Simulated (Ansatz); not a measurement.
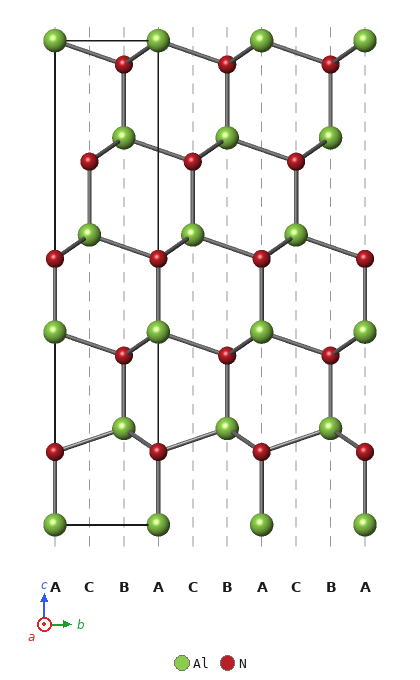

Projection along an edge of the hexagonal mesh, stacking direction c upwards. The dashed lines mark the three columns A (0, 0), B (1/3, 2/3) and C (2/3, 1/3). The sequence starts with the first layer at or above the cell's origin.

The compound is AlN (space group P3m1, No. 156), taken as coordinates from a relaxation with DFT PBE, scalar-relativistic, plane waves, PAW (Ansatz); the starting structure was generated, so it need not be a known form of this composition.

Give the sequence of layers in one repeat, with element and column.

Answer. Al(A) – N(A) – Al(B) – N(B) – Al(A) – N(A) – Al(C) – N(C) – Al(B) – N(B) (ten layers in 12.66 Å).

How are the N layers alone stacked?

Answer. N layers alone: ABACB, a mixed type, (ccchh) in Jagodzinski's notation.

Which positions between or in the N layers do the other atoms fill?

Answer. Al: five tetrahedral sites in each hexagonal cell.

What short polytype symbol fits?

Answer. Polytype symbol 5H, the symbol of a tetrahedral polytype (number of double layers in the repeat and lattice).
